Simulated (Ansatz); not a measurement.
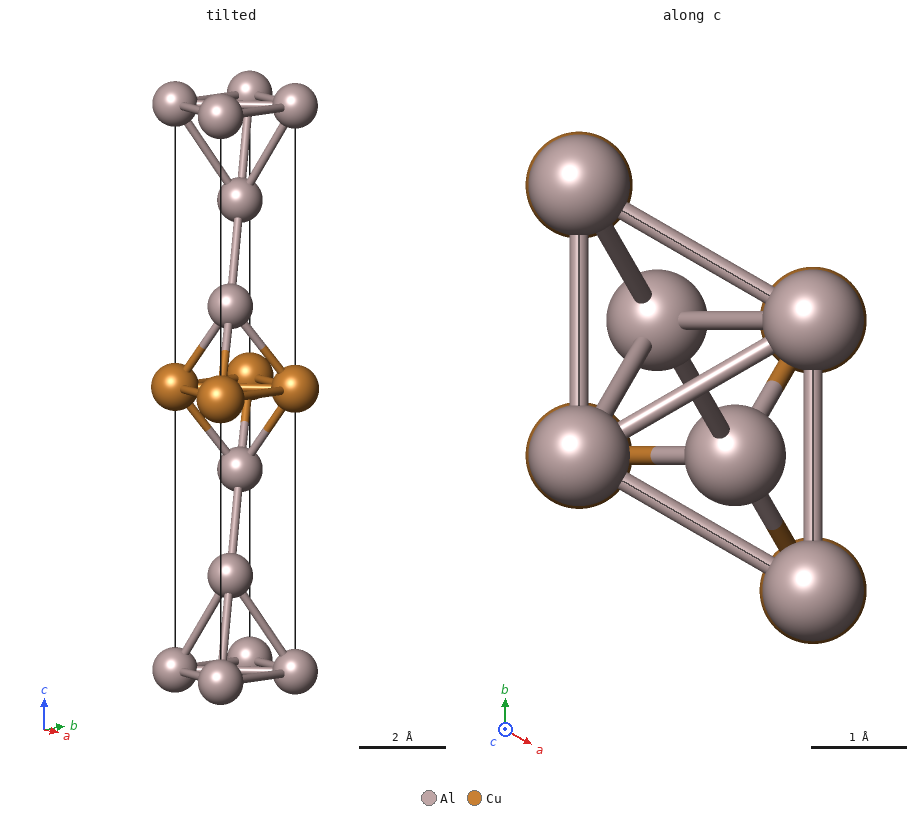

View slightly off an axis and along the c axis, drawn as a ball-and-stick model. Thin lines show the conventional unit cell, with boundary atoms drawn in all their periodic places. Cell: a = 2.84 Å, b = 2.84 Å, c = 13.37 Å, α = 90.00°, β = 90.00°, γ = 120.00°.

The model was built from a structure type filled with these elements by a generator (whether the compound takes this form wasn't checked). Earlier steps of the study, as a rule a relaxation of our own, may have changed the cell and positions, so they can lie some per cent off the listed ones. Ansatz was used for an electronic-structure calculation on it.

> Explain the picture.

The formula is Al5Cu. Its lattice is primitive hexagonal, its space group P-3m1 (No. 164). Content of the cell: 5 Al, 1 Cu (Z = 1). Cu bonds to six Al and six Cu in a distorted cuboctahedral arrangement (about 2.6 Å to Al, 2.8 Å to Cu). Al takes three kinds of site: 1a with twelve Al in a cuboctahedral arrangement at about 2.8 Å; 2d with twelve Al in a cuboctahedral arrangement at about 2.8 Å; 2d with nine Al and three Cu in a distorted cuboctahedral arrangement (about 2.8 Å to Al, 2.6 Å to Cu). The bonds build a three-dimensional framework.

The calculation used DFT PBE, scalar-relativistic, plane waves, PAW in Ansatz 0.2.0, with an energy cutoff of 420 eV, Brillouin-zone sampling on an 18×18×4 mesh, Gaussian smearing of 0.1 eV, no spin polarisation.

> Predict the gap.

A metal: bands cross the Fermi level.

> How are the electrons shared out in a Bader analysis?

Al -0.03 to +0.46 e; Cu -0.89 e.

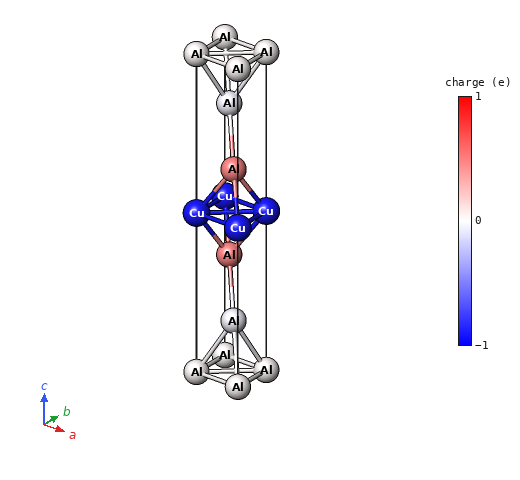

The atoms coloured by those charges. The run's cell of 6 atoms is drawn.

> Is this an equilibrium geometry for the method given?

Yes. All forces vanish to within 0.01 eV/Å. The pressure is 0.0 GPa, close to zero.
